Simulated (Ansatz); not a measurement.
**Si$_{5}$C: a changed input and its effect**

System: Si$_{5}$C (P4/mmm, 6 atoms in the cell).
Method of the first run: DFT PBE, scalar-relativistic, plane waves, PAW, spin-polarised (Ansatz 0.2.0).

The structure was made by a generator, so it may or may not be a known phase. Text and figures count atoms from 1; the logs count them from 0 in places.

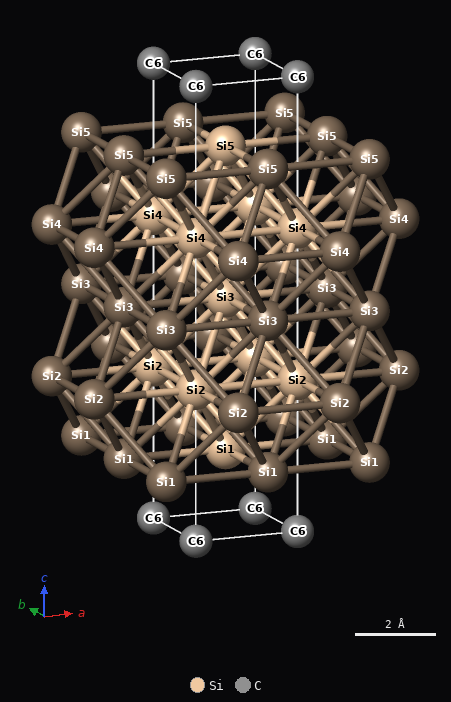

The structure as given in the input (ball-and-stick view of the cell of the calculation, seen slightly off an axis; neighbours outside the cell are drawn fainter; atoms are numbered from 1 in the order of the input). An atom can appear more than once, as a periodic image.

## Input file, the first run
```yaml
crystal:
  lattice:
    - [2.7558119, 0.0, 0.0]
    - [0.0, 2.7558119, 0.0]
    - [0.0, 0.0, 11.69191969]
  atoms:
    - { symbol: Si, position: [0.5, 0.5, 0.16666667] }
    - { symbol: Si, position: [0.0, 0.0, 0.33333333] }
    - { symbol: Si, position: [0.5, 0.5, 0.5] }
    - { symbol: Si, position: [0.0, 0.0, 0.66666667] }
    - { symbol: Si, position: [0.5, 0.5, 0.83333333] }
    - { symbol: C, position: [0.0, 0.0, 0.0], spin: 1.0 }
basis:
  ecutwfc: 420
kpoints:
  mp_grid: { grid: [6, 6, 2] }
hamiltonian:
  xc: pbe
scf:
  occupations: { method: gaussian, width: 0.1 }
  lower_state_search: "off"
output:
  forces: true
  stress: true
  eigenvalues: true
  populations: true
magnetization:
  spin_polarized: true
```

Command:
```bash
ansatz run input.yaml --threads 1 --pin off --max-ram 2560MiB --backend cpu --events-out ev --progress --plain --runs-dir out
```

Hardware: 1 thread of Intel Xeon @ 2.50GHz (Skylake/Cascade Lake), 189 GiB of memory available, shared host.

## Output, shortened to warnings, some set-up lines, iterations and results (the first run)
```
WARN: the starting moments were not kept: the SCF closed with an absolute magnetisation of 1.7e-5 μB, where they sum to 1 μB in size (1 site). That is at most 0.1 of that sum. Measured as dr2_m measures the in/out step, that magnetisation stands 1.1e-11 eV from none, at or under the dr2_threshold of 1.0e-7 eV: it is no larger than a step whose dr2_m would equal this threshold. The system may hold …
Basis set: ecut = 420 eV, 1779 PW (Γ), exchange–correlation on 40×40×160 points (8 copies of the dense FFT grid, shifted against one another)
Symmetry: 16 space group operations
k-points: 20 of 72
Initial density: superposition of atomic densities (chi_scale 0.1, normalization cell, long waves 38 % of neutral atoms (reshape's long-wave potential 1.38 eV rms, cloud 1.87 Å wide))
[...]
SCF iter   1: F=—  HF=-3424.338186 eV  |F-HF|=—  |Δ(HF+E_count)|=         —  Δρ=4.20e-2 (↑4.20e-2 ↓2.02e-2)  dr2=4.76e1  dr2_m=1.54e-1  M=0.320 μB ∫|m|=0.376 μB  β_m=0.30  …
SCF iter   2: F=—  HF=-3422.822119 eV  |F-HF|=—  |Δ(HF+E_count)|=    1.52e0  Δρ=2.06e-2 (↑2.06e-2 ↓1.22e-2)  dr2=1.45e1  dr2_m=5.13e-2  M=0.460 μB ∫|m|=0.472 μB  β_m=0.30  …
SCF iter   3: F=—  HF=-3422.589623 eV  |F-HF|=—  |Δ(HF+E_count)|=   2.32e-1  Δρ=2.17e-2 (↑1.47e-2 ↓2.17e-2)  dr2=1.11e1  dr2_m=1.68e-2  M=0.395 μB ∫|m|=0.484 μB  β_m=0.30  …
SCF iter   4: F=—  HF=-3422.231197 eV  |F-HF|=—  |Δ(HF+E_count)|=   3.58e-1  Δρ=1.39e-2 (↑1.39e-2 ↓4.63e-3)  dr2=1.93e0  dr2_m=3.15e-2  M=0.273 μB ∫|m|=0.337 μB  β_m=0.30  …
SCF iter   5: F=—  HF=-3422.422422 eV  |F-HF|=—  |Δ(HF+E_count)|=   1.91e-1  Δρ=1.97e-2 (↑1.31e-2 ↓1.97e-2)  dr2=4.26e0  dr2_m=1.20e-2  M=0.242 μB ∫|m|=0.345 μB  β_m=0.30  …
[... 15 lines ...]
SCF iter  21: F=—  HF=-3422.191567 eV  |F-HF|=—  |Δ(HF+E_count)|=   1.01e-7  Δρ=7.56e-6 (↑7.56e-6 ↓6.47e-6)  dr2=2.84e-6  dr2_m=1.14e-9  M=-0.000 μB ∫|m|=0.000 μB  β_m=0.45  …
SCF iter  22: F=-3422.191567 eV  HF=-3422.191567 eV  |F-HF|=6.50e-10  |Δ(HF+E_count)|=   1.01e-7  Δρ=9.83e-7 (↑9.83e-7 ↓9.63e-7)  dr2=1.12e-9  dr2_m=7.09e-10  M=-0.000 μB …
SCF iter  23: F=-3422.191567 eV  HF=-3422.191567 eV  |F-HF|=4.09e-12  |Δ(HF+E_count)|=   2.52e-9  Δρ=2.66e-7 (↑2.66e-7 ↓2.57e-7)  dr2=1.27e-10  dr2_m=5.18e-11  M=-0.000 μB …
SCF iter  24: F=-3422.191567 eV  HF=-3422.191567 eV  |F-HF|=3.73e-10  |Δ(HF+E_count)|=  2.24e-10  Δρ=1.85e-7 (↑1.33e-7 ↓1.85e-7)  dr2=4.18e-10  dr2_m=8.56e-12  M=-0.000 μB …
SCF 1 converged in 24 iterations: F = -3422.191567 eV  dr2 = 4.18e-10
SCF converged after 24 iterations
Magnetization: -0.0000 μB (12.0000 up, 12.0000 down)
Absolute magnetization: 0.0000 μB (∫|ρ↑−ρ↓|, with the PAW one-centre terms)
Spin contamination: 0.0000 ħ² per cell (⟨S²⟩ above its minimum at these occupations)
Per-site moments (μB) at R_I (Å): [(-2.516686774318403e-6, 1.1367723858693188), (-1.3673191882983129e-6, 1.1367723858693188), (-1.4886095566687168e-6, 1.13677240875), (-1.3673191883134278e-6, 1.136772385869319), (-2.51668677430988e-6, 1.136772385869319), (-3.6527268842329714e-7, 1.13677240875)]
Free energy (F): -3422.191567 eV
Harris-Foulkes:  -3422.191567 eV  (|F-HF|=3.73e-10)
Internal energy: -3422.166338 eV  (E = F + TS)
E sigma→0 (E₀):  -3422.178953 eV
Entropy (-TS):   -0.025229 eV (-4.205 meV/atom)
Fermi energy:    9.032433 eV
--- Per-component energies (eV) ---
  E_band       = 86.725664
  E_kinetic    = 271.062756
  E_local      = -75.695029  (includes V_loc(G=0)·N_el)
  E_nonlocal   = 154.186656
  E_hartree    = 19.695133
  E_xc         = -321.298917
  E_vxc        = -289.514338  (∫ρ·V_xc dr)
  E_paw        = -2656.996790  (= ΣΔE_a)
  E_vpaw       = -12.704644  (= ΣTr[D̂ρ^β])
  E_aug_tail   = 0.000040  (compensation charges beyond the density's cutoff)
  E_ewald      = -813.120188
  E_smearing   = -0.025229  (= −TS)
  E_closure    = -0.000000  (closes the sum)
  Σ components = -3422.191567   (vs F -3422.191567, Δ=0.00e0)
--- Forces (eV/Å), atoms counted from 1 ---
  atom   1  Si     0.00000000     0.00000000    -1.23908049
  atom   2  Si    -0.00000000     0.00000000    -0.07652676
  atom   3  Si     0.00000000    -0.00000000     0.00000000
  atom   4  Si     0.00000000     0.00000000     0.07652676
  atom   5  Si    -0.00000000     0.00000000     1.23908049
  atom   6  C     -0.00000000     0.00000000     0.00000000
  max |Σ_I F_I| component: 8.95e-30 eV/Å
--- Stress (GPa, compression-positive) ---
       -6.458878       0.000000       0.000000
        0.000000      -6.458878       0.000000
        0.000000       0.000000     -13.591469
  P = ⅓ Tr σ = -8.8364 GPa (-88.364 kbar)
--- Löwdin populations: 6 sites ---
  site symbol       q [e]    m [muB]
     0     Si      3.7087    -0.0000
     1     Si      3.8959    -0.0000
     2     Si      3.8986    -0.0000
     3     Si      3.8959    -0.0000
     4     Si      3.7087    -0.0000
     5      C      4.3811    -0.0000
  spilling = 0.021293 (of n_electrons = 24.000000)
```

For the second run the input was changed thus:
```diff
-    - [2.7558119, 0.0, 0.0]
-    - [0.0, 2.7558119, 0.0]
-    - [0.0, 0.0, 11.69191969]
+    - [2.7148010627, 0.0, 0.0]
+    - [0.0, 2.7148010627, 0.0]
+    - [0.0, 0.0, 10.4158395724]
-    - { symbol: Si, position: [0.5, 0.5, 0.16666667] }
-    - { symbol: Si, position: [0.0, 0.0, 0.33333333] }
+    - { symbol: Si, position: [0.5, 0.5, 0.1144019066] }
+    - { symbol: Si, position: [0.0, 0.0, 0.3162549157] }
-    - { symbol: Si, position: [0.0, 0.0, 0.66666667] }
-    - { symbol: Si, position: [0.5, 0.5, 0.83333333] }
+    - { symbol: Si, position: [0.0, 0.0, 0.6837450843] }
+    - { symbol: Si, position: [0.5, 0.5, 0.8855980934] }
```

What does this change do to the results?

With the same functional and potentials, the second run lies 382.8 meV per atom lower. The pressure goes from −8.84 to −0.06 GPa. The largest force goes from 1.239 to 0.002 eV/Å. The volume per atom goes from 14.80 to 12.79 Å³. The SCF takes 21 iterations against 24. The plane waves at Γ go from 1779 to 1535.

## Output, shortened to warnings, some set-up lines, iterations and results (the second run)
```
WARN: the starting moments were not kept: the SCF closed with an absolute magnetisation of 1.5e-5 μB, where they sum to 1 μB in size (1 site). That is at most 0.1 of that sum. Measured as dr2_m measures the in/out step, that magnetisation stands 6.1e-11 eV from none, at or under the dr2_threshold of 1.0e-7 eV: it is no larger than a step whose dr2_m would equal this threshold. The system may hold …
Basis set: ecut = 420 eV, 1535 PW (Γ), exchange–correlation on 40×40×144 points (8 copies of the dense FFT grid, shifted against one another)
Symmetry: 16 space group operations
k-points: 20 of 72
Initial density: superposition of atomic densities (chi_scale 0.1, normalization cell, long waves 5 % of neutral atoms (reshape's long-wave potential 1.05 eV rms, cloud 1.87 Å wide))
[...]
SCF iter   1: F=—  HF=-3425.411831 eV  |F-HF|=—  |Δ(HF+E_count)|=         —  Δρ=2.26e-2 (↑2.22e-2 ↓2.26e-2)  dr2=1.27e1  dr2_m=1.04e-1  M=0.378 μB ∫|m|=0.431 μB  β_m=0.30  …
SCF iter   2: F=—  HF=-3424.936003 eV  |F-HF|=—  |Δ(HF+E_count)|=   4.76e-1  Δρ=1.83e-2 (↑1.74e-2 ↓1.83e-2)  dr2=6.91e0  dr2_m=8.51e-2  M=0.281 μB ∫|m|=0.326 μB  β_m=0.30  …
SCF iter   3: F=—  HF=-3424.437762 eV  |F-HF|=—  |Δ(HF+E_count)|=   4.98e-1  Δρ=1.13e-2 (↑1.13e-2 ↓9.17e-3)  dr2=7.96e-2  dr2_m=6.71e-2  M=0.132 μB ∫|m|=0.261 μB  β_m=0.30  …
SCF iter   4: F=—  HF=-3424.451025 eV  |F-HF|=—  |Δ(HF+E_count)|=   1.33e-2  Δρ=8.17e-3 (↑6.64e-3 ↓8.17e-3)  dr2=2.63e-2  dr2_m=3.59e-2  M=0.136 μB ∫|m|=0.238 μB  β_m=0.30  …
SCF iter   5: F=—  HF=-3424.467826 eV  |F-HF|=—  |Δ(HF+E_count)|=   1.68e-2  Δρ=7.59e-3 (↑7.59e-3 ↓5.61e-3)  dr2=9.59e-2  dr2_m=2.93e-2  M=0.079 μB ∫|m|=0.187 μB  β_m=0.30  …
[... 12 lines ...]
SCF iter  18: F=—  HF=-3424.488651 eV  |F-HF|=—  |Δ(HF+E_count)|=   2.11e-7  Δρ=6.32e-6 (↑6.32e-6 ↓5.56e-6)  dr2=2.92e-7  dr2_m=2.13e-8  M=0.001 μB ∫|m|=0.001 μB  β_m=0.49  …
SCF iter  19: F=-3424.488651 eV  HF=-3424.488651 eV  |F-HF|=5.61e-9  |Δ(HF+E_count)|=   6.13e-8  Δρ=4.74e-6 (↑2.57e-6 ↓4.74e-6)  dr2=1.63e-8  dr2_m=8.60e-9  M=0.001 μB …
SCF iter  20: F=-3424.488651 eV  HF=-3424.488651 eV  |F-HF|=6.61e-10  |Δ(HF+E_count)|=   4.87e-8  Δρ=5.94e-7 (↑5.69e-7 ↓5.94e-7)  dr2=1.02e-9  dr2_m=2.03e-10  M=0.000 μB …
SCF iter  21: F=-3424.488651 eV  HF=-3424.488651 eV  |F-HF|=1.44e-10  |Δ(HF+E_count)|=  8.54e-10  Δρ=1.75e-7 (↑1.75e-7 ↓1.16e-7)  dr2=1.76e-10  dr2_m=1.18e-11  M=0.000 μB …
SCF 1 converged in 21 iterations: F = -3424.488651 eV  dr2 = 1.76e-10
SCF converged after 21 iterations
Magnetization: 0.0000 μB (12.0000 up, 12.0000 down)
Absolute magnetization: 0.0000 μB (∫|ρ↑−ρ↓|, with the PAW one-centre terms)
Spin contamination: 0.0000 ħ² per cell (⟨S²⟩ above its minimum at these occupations)
Per-site moments (μB) at R_I (Å): [(1.5445207628404013e-8, 0.9320093751521649), (2.7031340929007434e-7, 1.1181664444679809), (-2.712046752954585e-7, 1.1181664444679809), (2.7031340928938645e-7, 1.1181664444679809), (1.5445207632251313e-8, 0.9320093751521649), (7.999298123089912e-6, …
Free energy (F): -3424.488651 eV
Harris-Foulkes:  -3424.488651 eV  (|F-HF|=1.44e-10)
Internal energy: -3424.480373 eV  (E = F + TS)
E sigma→0 (E₀):  -3424.484512 eV
Entropy (-TS):   -0.008278 eV (-1.380 meV/atom)
Fermi energy:    11.133417 eV
--- Per-component energies (eV) ---
  E_band       = 121.453893
  E_kinetic    = 292.601236
  E_local      = -172.816129  (includes V_loc(G=0)·N_el)
  E_nonlocal   = 153.271226
  E_hartree    = 81.245660
  E_xc         = -328.609816
  E_vxc        = -299.418931  (∫ρ·V_xc dr)
  E_paw        = -2658.725754  (= ΣΔE_a)
  E_vpaw       = -14.675088  (= ΣTr[D̂ρ^β])
  E_aug_tail   = 0.000040  (compensation charges beyond the density's cutoff)
  E_ewald      = -791.446837
  E_smearing   = -0.008278  (= −TS)
  E_closure    = -0.000000  (closes the sum)
  Σ components = -3424.488651   (vs F -3424.488651, Δ=0.00e0)
--- Forces (eV/Å), atoms counted from 1 ---
  atom   1  Si     0.00000000     0.00000000    -0.00178381
  atom   2  Si     0.00000000     0.00000000    -0.00182465
  atom   3  Si     0.00000000     0.00000000     0.00000000
  atom   4  Si     0.00000000     0.00000000     0.00182465
  atom   5  Si     0.00000000     0.00000000     0.00178381
  atom   6  C     -0.00000000    -0.00000000     0.00000000
  max |Σ_I F_I| component: 2.17e-19 eV/Å
--- Stress (GPa, compression-positive) ---
       -0.076378       0.000000       0.000000
        0.000000      -0.076378       0.000000
        0.000000       0.000000      -0.039663
  P = ⅓ Tr σ = -0.0641 GPa (-0.641 kbar)
--- Löwdin populations: 6 sites ---
  site symbol       q [e]    m [muB]
     0     Si      3.5310    -0.0000
     1     Si      3.8977     0.0000
     2     Si      3.8873    -0.0000
     3     Si      3.8977     0.0000
     4     Si      3.5310    -0.0000
     5      C      4.6982     0.0000
  spilling = 0.023214 (of n_electrons = 24.000000)
```

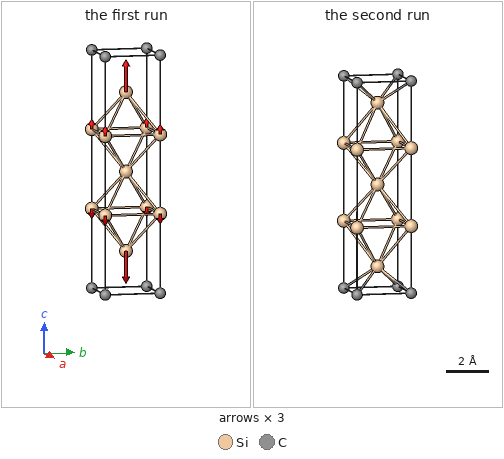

The two input geometries at one scale (ball-and-stick view of the cell of the calculation, seen slightly off an axis). The red arrows on the first give the shifts of the atoms relative to the cell, magnified 3 times. The largest moves relative to the cell, 0.54 Å, are those of Si atoms. C stays in place. Cell: a = b 2.756 → 2.715 Å (−1.5 %), c 11.692 → 10.416 Å (−10.9 %). Volume −13.5 %. Among the contacts that change: Si–Si 3.897 → 2.383 Å, C–Si 2.756 → 2.259 Å, Si–Si 2.756 → 2.847 Å, Si–Si 2.756 → 2.715 Å.

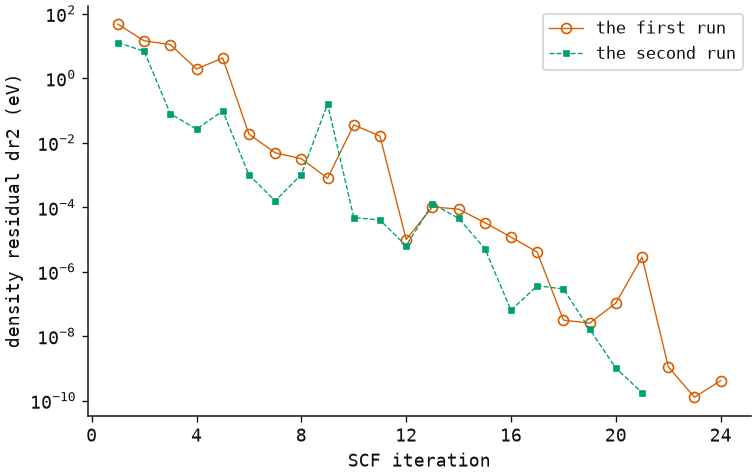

Convergence of the two runs: density residual dr2 against the SCF iteration. The first run takes 24 iterations in all, and the second run takes 21.

## The two runs side by side

```tsv
quantity	the first run	the second run
outcome	converged	converged
free energy per atom (eV)	−570.3653	−570.7481
energy per atom, smearing taken to zero (eV)	−570.3632	−570.7474
gap on the mesh (eV)	0.00	0.00
net moment of the cell (μB)	0.00	0.00
absolute moment of the cell (μB)	0.00	0.00
pressure (GPa)	−8.84	−0.06
volume per atom (Å³)	14.80	12.79
largest force (eV/Å)	1.239	0.002
SCF iterations	24	21
irreducible k-points	20	20
plane waves at Γ	1779	1535
wall time (shared host)	25 s	20 s
```

For both runs: Warnings: some starting moments were not kept.
